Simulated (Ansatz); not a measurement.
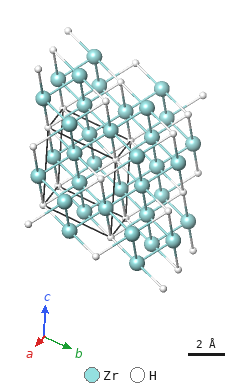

Starting structure of crystalline Zr$_{3}$H (a generated structure, set up in Im-3m) (coarse preliminary run). A ball-and-stick model of the cell of the calculation, repeated 2 × 2 × 2 with one cell outlined, seen slightly off an axis.

The calculation used DFT PBE, scalar-relativistic, plane waves, PAW in Ansatz.

Input file:
```yaml
crystal:
  lattice:
    - [-2.50786567, 2.50786567, 2.50786567]
    - [2.50786567, -2.50786567, 2.50786567]
    - [2.50786567, 2.50786567, -2.50786567]
  atoms:
    - { symbol: Zr, position: [0.0, 0.5, 0.5] }
    - { symbol: Zr, position: [0.5, 0.0, 0.5] }
    - { symbol: Zr, position: [0.5, 0.5, 0.0] }
    - { symbol: H, position: [0.0, 0.0, 0.0] }
basis:
  ecutwfc: 420
kpoints:
  mp_grid: { grid: [6, 6, 6] }
hamiltonian:
  xc: pbe
scf:
  occupations: { method: gaussian, width: 0.1 }
  lower_state_search: "off"
output:
  forces: true
  stress: true
  eigenvalues: true
relax:
  adjacent_minimum: "off"
  f_tol: 0.04
  max_steps: 70
  cell: { stress_tol: 0.4 }
```

Launched with:
```bash
ansatz run input.yaml --threads 1 --pin off --max-ram 2560MiB --backend cpu --events-out ev --progress --plain --runs-dir out
```

**Where does the relaxation end?**

The atoms keep their places relative to the cell (all moves are under 0.005 Å). Cell: a = b = c 4.344 → 4.667 Å (+7.4 %). Volume +24.0 %. Near-neighbour distances that change, for instance: Zr1–Zr2 2.508 → 2.695 Å, Zr1–H4 2.508 → 2.695 Å. The space group stays Im-3m (No. 229). After 3 accepted moves (4 points after the start) the energy has fallen by 227 meV per atom. All forces vanish by symmetry, so only the cell relaxes. Pressure: 22.71 GPa at the start and 0.17 GPa at the end. The SCF was repeated once at an unchanged geometry on a basis and grid sized afresh for the cell, which shifted the energy by 1.8 meV per atom at most. Cost: 14 s on 1 thread of Intel(R) Xeon(R) Processor @ 2.50GHz (Skylake/Cascade Lake), with other jobs on the host, peak memory 0.38 GiB.

History of the run:

```tsv
step	E − E(0), meV/atom	pressure, GPa	volume, Å³/atom	note
0	0.00	22.71	15.773	
1	-198.92	6.16	18.136	
2	-223.34	1.46	19.204	
3	-224.99	0.12	19.563	
4	-226.75	0.17	19.563	same geometry, new basis
```

The structure at the end:

```
CELL_PARAMETERS angstrom
-2.69452 2.69452 2.69452
2.69452 -2.69452 2.69452
2.69452 2.69452 -2.69452
ATOMIC_POSITIONS crystal
Zr 0.00000 0.50000 0.50000
Zr 0.50000 0.00000 0.50000
Zr 0.50000 0.50000 0.00000
H 0.00000 0.00000 0.00000
```

After the run, drawn alike:

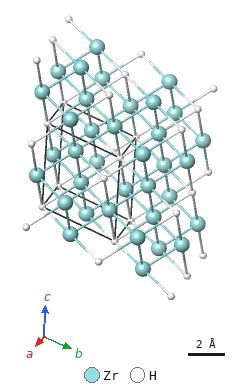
